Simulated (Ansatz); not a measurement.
**Geometry relaxation of ZnSe (part 2 of 3)**

The same run, continued: ZnSe (P1, 32 atoms in the cell); DFT PBE, scalar-relativistic, plane waves, PAW, no spin polarisation (Ansatz 0.2.0); cutoff 420 eV, 2×2×2 k-mesh, Gaussian smearing of 0.02 eV. The structure derives from a Materials Project entry. It belongs to a series of runs on one base structure; here: the perfect supercell shaken and relaxed.

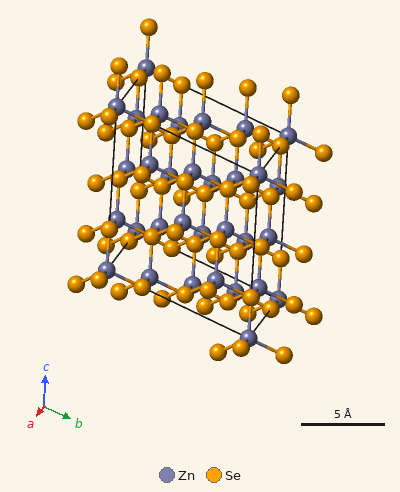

*The geometry at step 4 of the log (ball-and-stick view of the cell of the calculation, seen slightly off an axis; bonded neighbours outside the cell are drawn too).*

## Output, continued
```
--- Forces (eV/Å), atoms counted from 1 ---
  atom   1  Zn    -0.00004916     0.00150326     0.00529666
  atom   2  Zn     0.00119076     0.00082623    -0.00214367
  atom   3  Zn    -0.00074050    -0.00062832     0.00604537
  atom   4  Zn    -0.00421048     0.00206240    -0.00627121
  atom   5  Zn    -0.00401529    -0.00149189     0.00262172
  atom   6  Zn     0.00154229    -0.00002275    -0.00393716
  atom   7  Zn    -0.00175198    -0.00005485     0.00477313
  atom   8  Zn     0.00247342    -0.00262540    -0.00844803
  atom   9  Zn     0.00036822    -0.00182890    -0.00061141
  atom  10  Zn    -0.00099691    -0.00144202     0.00317410
  atom  11  Zn    -0.00173167     0.00061007    -0.00659832
  atom  12  Zn     0.00356247     0.00153723     0.00749706
  atom  13  Zn    -0.00002524     0.00139086     0.00007270
  atom  14  Zn    -0.00019559    -0.00010603    -0.00046446
  atom  15  Zn    -0.00132123     0.00086871    -0.00492765
  atom  16  Zn    -0.00057554    -0.00021870     0.00077082
  atom  17  Se    -0.00084606     0.00122349    -0.00061811
  atom  18  Se     0.00073527    -0.00020245     0.00103869
  atom  19  Se    -0.00009551    -0.00153915     0.00290782
  atom  20  Se    -0.00074919     0.00109566     0.00049776
  atom  21  Se     0.00128895    -0.00031013     0.00242841
  atom  22  Se     0.00074987    -0.00228188    -0.00207168
  atom  23  Se     0.00196838     0.00131865    -0.00161947
  atom  24  Se     0.00222865    -0.00042477     0.00076034
  atom  25  Se     0.00154752    -0.00194669    -0.00109236
  atom  26  Se    -0.00015057     0.00165014     0.00152330
  atom  27  Se     0.00053808     0.00138097    -0.00096085
  atom  28  Se     0.00105009    -0.00027156    -0.00088102
  atom  29  Se    -0.00080290     0.00058682     0.00108933
  atom  30  Se    -0.00110814    -0.00072355     0.00114103
  atom  31  Se    -0.00048463    -0.00113192     0.00099338
  atom  32  Se     0.00058846     0.00120269    -0.00198879
  max |Σ_I F_I| component: 1.81e-5 eV/Å
--- Band table (eV) ---
  k-point 0: bands = ["-40.4605", "-40.4604", "-40.4604", "-40.4603", "-40.4603", "-40.4603", "-40.4603", "-40.4603", "-40.4602", "-40.4602", ... 59 levels left out ..., "-40.4561", "-40.4561", "-40.4561", "-40.4560", "-40.4560", "-40.4560", "-40.4560", "-40.4560", "-40.4559", "-40.4559", "-40.4558", "-6.3904", "-6.3903", "-6.3901", "-6.3900", "-5.8799", "-5.8798", "-5.8797", "-5.8795", "-5.8794", "-5.8794", "-5.8792", "-5.8791", "-5.8790", "-5.8789", "-5.8788", "-5.8787", "-0.0524", "-0.0523",
      "-0.0523", "-0.0522", "-0.0522", "-0.0521", "-0.0521", "-0.0520", "-0.0322", "-0.0321", "-0.0321", "-0.0321", "-0.0152", "-0.0151", "-0.0150", "-0.0148", "-0.0147", "-0.0146", "-0.0146", "-0.0145", "-0.0143", "-0.0142", "-0.0142", "-0.0140", "0.0570", "0.0571", "0.0572", "0.0572", "0.0574", "0.0574", "0.0575", "0.0575", "0.0576", "0.0577", "0.0578", "0.0579", "0.1531", "0.1532", "0.1532", "0.1533", "0.1533", "0.1534",
      "0.1535", "0.1535", "0.1536", "0.1536", "0.1537", "0.1537", "0.2420", "0.2420", "0.2421", "0.2421", "0.2422", "0.2422", "0.2423", "0.2423", "0.2666", "0.2666", "0.2666", "0.2667", "0.2667", "0.2667", "0.2668", "0.2668", "0.2668", "0.2669", "0.2669", "0.2669", "0.3753", "0.3755", "0.3755", "0.3757", "0.3758", "0.3759", "0.3760", "0.3761", "0.3763", "0.3763", "0.3764", "0.3764", "1.8786", "1.8791",
      "1.8798", "1.8805", "1.8809", "1.8812", "1.8815", "1.8820", "1.8825", "1.8829", "1.8832", "1.8844", "3.3636", "3.3639", "3.3644", "3.3650", "4.0026", "4.0030", "4.0032", "4.0034", "4.0038", "4.0041", "4.0042", "4.0046", "4.0048", "4.0049", "4.0052", "4.0054", "4.8201", "4.8207", "4.8209", "4.8210", "4.8212", "4.8215", "4.8217", "4.8219", "4.8222", "4.8225", "4.8227", "4.8233", "5.8738", "5.8739",
      "5.8742", "5.8744", "5.8747", "5.8747", "5.8750", "5.8751", "8.9820", "8.9825", "8.9829", "8.9831", "10.0628", "10.0639", "10.0641", "10.0648", "10.0652", "10.0656", "10.0658", "10.0662", "10.0665", "10.0673", "10.0679", "10.0688", "11.8373", "11.8376", "11.8381", "11.8392", "11.8418", "11.8423", "11.8426", "11.8431", "11.8460", "11.8471", "11.8474", "11.8478", "12.7522", "12.7523", "12.7526", "12.7528", "12.7530", "12.7533",
      "12.7533", "12.7535", "12.7927", "12.7934", "12.7940", "12.7949", "13.8079", "13.8082", "13.8090", "13.8100", "13.8101"]
  k-point 1: bands = ["-40.4605", "-40.4604", "-40.4604", "-40.4603", "-40.4603", "-40.4603", "-40.4603", "-40.4603", "-40.4602", "-40.4602", ... 59 levels left out ..., "-40.4561", "-40.4561", "-40.4561", "-40.4560", "-40.4560", "-40.4560", "-40.4560", "-40.4560", "-40.4559", "-40.4559", "-40.4558", "-6.6023", "-6.2003", "-6.2002", "-6.2001", "-6.2000", "-6.0042", "-6.0041", "-6.0041", "-6.0040", "-5.9127", "-5.8224", "-5.8223", "-5.8223", "-5.8222", "-5.7454", "-5.7453", "-0.1039", "-0.0713",
      "-0.0713", "-0.0644", "-0.0517", "-0.0517", "-0.0515", "-0.0515", "-0.0149", "-0.0149", "-0.0131", "-0.0131", "-0.0130", "-0.0130", "-0.0053", "-0.0053", "-0.0052", "-0.0052", "-0.0038", "-0.0038", "-0.0036", "-0.0036", "0.0102", "0.0102", "0.0103", "0.0104", "0.0253", "0.0254", "0.0255", "0.0255", "0.0536", "0.0537", "0.0538", "0.0539", "0.0918", "0.0918", "0.1095", "0.1095", "0.1525", "0.1525", "0.2056", "0.2056",
      "0.2057", "0.2057", "0.2171", "0.2172", "0.2172", "0.2172", "0.2297", "0.2298", "0.2298", "0.2298", "0.2317", "0.2389", "0.2389", "0.2390", "0.2391", "0.2458", "0.2458", "0.2458", "0.2458", "0.2484", "0.2646", "0.2646", "0.2646", "0.2646", "0.2695", "0.2695", "0.2796", "0.2837", "0.3079", "0.3079", "0.3080", "0.3080", "0.4315", "0.4316", "0.4318", "0.4318", "0.4638", "0.4638", "1.7381", "1.7383",
      "1.7385", "1.7385", "1.7568", "1.7569", "1.8863", "1.8867", "1.8869", "1.8872", "2.2848", "3.0156", "3.0160", "3.0166", "3.0169", "3.4868", "3.4870", "3.4874", "3.4875", "3.9694", "3.9695", "4.0246", "4.0246", "4.5014", "4.5015", "4.6665", "4.6666", "4.6671", "4.6672", "4.6865", "4.6867", "4.6874", "4.6875", "4.7385", "4.7388", "4.7389", "4.7390", "5.0117", "5.4501", "5.4503", "5.4504", "5.4505",
      "5.4842", "5.4843", "5.4843", "5.4844", "5.9259", "5.9259", "8.9005", "9.6102", "9.6104", "9.6105", "9.6108", "9.6227", "10.0540", "10.2440", "10.2441", "10.3211", "10.3217", "10.3223", "10.3229", "10.5656", "10.5656", "10.9055", "10.9058", "10.9070", "10.9074", "11.2194", "11.2199", "11.2223", "11.2229", "11.4100", "12.2780", "12.2784", "12.2796", "12.2801", "12.3962", "12.3963", "12.3964", "12.3965", "12.7760", "12.7761",
      "13.0051", "13.0056", "13.0078", "13.0083", "13.0480", "13.0484", "13.0508", "13.0512", "13.0761", "13.0764", "13.0766"]
  k-point 2: bands = ["-40.4605", "-40.4604", "-40.4604", "-40.4603", "-40.4603", "-40.4603", "-40.4603", "-40.4603", "-40.4602", "-40.4602", ... 59 levels left out ..., "-40.4561", "-40.4561", "-40.4561", "-40.4560", "-40.4560", "-40.4560", "-40.4560", "-40.4560", "-40.4560", "-40.4559", "-40.4558", "-6.6023", "-6.2004", "-6.2002", "-6.2001", "-6.2000", "-6.0043", "-6.0042", "-6.0040", "-6.0038", "-5.9127", "-5.8225", "-5.8223", "-5.8223", "-5.8222", "-5.7455", "-5.7453", "-0.1039", "-0.0713",
      "-0.0713", "-0.0643", "-0.0517", "-0.0516", "-0.0515", "-0.0515", "-0.0149", "-0.0149", "-0.0131", "-0.0131", "-0.0130", "-0.0130", "-0.0056", "-0.0055", "-0.0050", "-0.0049", "-0.0038", "-0.0038", "-0.0037", "-0.0036", "0.0102", "0.0102", "0.0103", "0.0104", "0.0253", "0.0254", "0.0255", "0.0256", "0.0536", "0.0537", "0.0538", "0.0538", "0.0918", "0.0918", "0.1095", "0.1095", "0.1525", "0.1525", "0.2056", "0.2056",
      "0.2057", "0.2057", "0.2170", "0.2171", "0.2172", "0.2173", "0.2297", "0.2297", "0.2298", "0.2298", "0.2317", "0.2389", "0.2390", "0.2390", "0.2391", "0.2458", "0.2458", "0.2458", "0.2459", "0.2484", "0.2646", "0.2646", "0.2646", "0.2646", "0.2695", "0.2695", "0.2796", "0.2837", "0.3075", "0.3077", "0.3082", "0.3084", "0.4315", "0.4316", "0.4317", "0.4318", "0.4638", "0.4638", "1.7373", "1.7377",
      "1.7390", "1.7395", "1.7568", "1.7569", "1.8863", "1.8867", "1.8869", "1.8871", "2.2848", "3.0157", "3.0159", "3.0166", "3.0168", "3.4867", "3.4870", "3.4873", "3.4876", "3.9694", "3.9694", "4.0245", "4.0246", "4.5014", "4.5015", "4.6664", "4.6667", "4.6670", "4.6673", "4.6865", "4.6868", "4.6873", "4.6876", "4.7375", "4.7381", "4.7395", "4.7400", "5.0117", "5.4501", "5.4503", "5.4504", "5.4505",
      "5.4839", "5.4841", "5.4845", "5.4847", "5.9259", "5.9259", "8.9005", "9.6090", "9.6096", "9.6113", "9.6120", "9.6227", "10.0540", "10.2439", "10.2441", "10.3214", "10.3218", "10.3222", "10.3226", "10.5656", "10.5656", "10.9052", "10.9061", "10.9068", "10.9077", "11.2192", "11.2202", "11.2221", "11.2230", "11.4100", "12.2781", "12.2785", "12.2795", "12.2800", "12.3958", "12.3960", "12.3967", "12.3970", "12.7760", "12.7761",
      "13.0045", "13.0060", "13.0073", "13.0089", "13.0475", "13.0489", "13.0502", "13.0518", "13.0753", "13.0758", "13.0771"]
  k-point 3: bands = ["-40.4605", "-40.4604", "-40.4604", "-40.4603", "-40.4603", "-40.4603", "-40.4603", "-40.4603", "-40.4602", "-40.4602", ... 59 levels left out ..., "-40.4561", "-40.4561", "-40.4561", "-40.4560", "-40.4560", "-40.4560", "-40.4560", "-40.4560", "-40.4560", "-40.4559", "-40.4558", "-6.6023", "-6.2003", "-6.2002", "-6.2002", "-6.1999", "-6.0044", "-6.0043", "-6.0039", "-6.0038", "-5.9127", "-5.8225", "-5.8224", "-5.8223", "-5.8221", "-5.7454", "-5.7454", "-0.1039", "-0.0714",
      "-0.0713", "-0.0643", "-0.0517", "-0.0516", "-0.0516", "-0.0515", "-0.0149", "-0.0149", "-0.0131", "-0.0131", "-0.0130", "-0.0130", "-0.0056", "-0.0056", "-0.0049", "-0.0048", "-0.0038", "-0.0037", "-0.0037", "-0.0037", "0.0102", "0.0103", "0.0103", "0.0104", "0.0254", "0.0254", "0.0254", "0.0255", "0.0537", "0.0537", "0.0538", "0.0538", "0.0918", "0.0919", "0.1095", "0.1095", "0.1525", "0.1525", "0.2056", "0.2056",
      "0.2056", "0.2057", "0.2170", "0.2170", "0.2173", "0.2173", "0.2297", "0.2298", "0.2298", "0.2298", "0.2317", "0.2389", "0.2390", "0.2390", "0.2391", "0.2458", "0.2458", "0.2458", "0.2459", "0.2484", "0.2646", "0.2646", "0.2646", "0.2646", "0.2695", "0.2695", "0.2796", "0.2837", "0.3075", "0.3076", "0.3084", "0.3084", "0.4315", "0.4316", "0.4317", "0.4318", "0.4638", "0.4638", "1.7371", "1.7374",
      "1.7394", "1.7395", "1.7568", "1.7569", "1.8865", "1.8866", "1.8869", "1.8870", "2.2848", "3.0158", "3.0161", "3.0164", "3.0168", "3.4868", "3.4871", "3.4872", "3.4874", "3.9694", "3.9694", "4.0246", "4.0246", "4.5014", "4.5015", "4.6664", "4.6668", "4.6669", "4.6673", "4.6864", "4.6869", "4.6872", "4.6876", "4.7374", "4.7377", "4.7400", "4.7401", "5.0117", "5.4502", "5.4503", "5.4503", "5.4505",
      "5.4838", "5.4840", "5.4846", "5.4848", "5.9258", "5.9260", "8.9005", "9.6089", "9.6090", "9.6118", "9.6121", "9.6227", "10.0540", "10.2440", "10.2440", "10.3213", "10.3217", "10.3223", "10.3227", "10.5655", "10.5657", "10.9057", "10.9063", "10.9065", "10.9071", "11.2194", "11.2208", "11.2215", "11.2227", "11.4100", "12.2780", "12.2788", "12.2792", "12.2801", "12.3956", "12.3960", "12.3968", "12.3972", "12.7760", "12.7761",
      "13.0055", "13.0065", "13.0068", "13.0079", "13.0484", "13.0495", "13.0497", "13.0510", "13.0751", "13.0756", "13.0774"]
```
